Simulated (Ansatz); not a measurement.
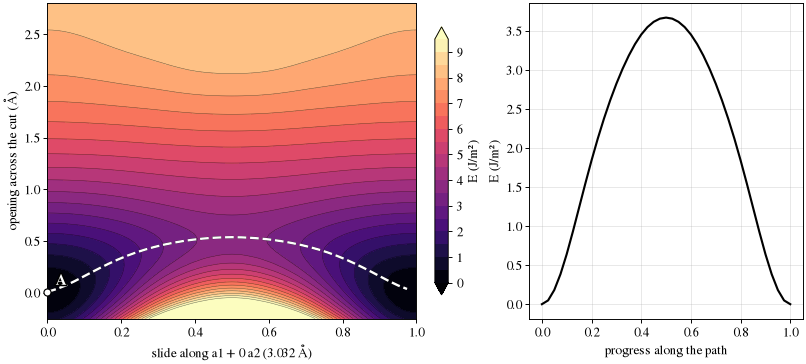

TiB2 (P6/mmm, No. 191; 9 atoms in the cell). Rigid slide and opening across a plane, one cut a cell; the plane is (0 0 1) of the conventional cell, and the faces at the cut hold Ti and B. First axis: slide along a1 + 0 a2 (3.032 Å). Second axis: opening across the cut. Nothing is relaxed (rigid halves). The grid has 10 × 6 points; 36 points were computed and 24 follow by symmetry. Points are written as (first, second). Energies are in J/m², from the lowest grid point. Level of theory: DFT PBE, scalar-relativistic, plane waves, PAW (Ansatz). Settings: cutoff 520 eV, k-mesh 15×15×4 in the order of the run's cell vectors, gaussian smearing 0.15 eV, no spin polarisation.

Drawn: filled contours, a line along the lowest path, one colour for all values above the top of the scale, the energy along the path at the right, the start A. Between grid points the surface is interpolated.

> Describe the path and its barrier.

The easiest path leads from the well at (0.0, 0.00 Å) to its copy one period on. Its highest point lies about 3.7 J/m² above the bottom of the first well on the interpolated surface, at about (0.5, 0.54 Å). The start is the relaxed structure and all else is held, so a fully relaxed path at this level can only be lower.
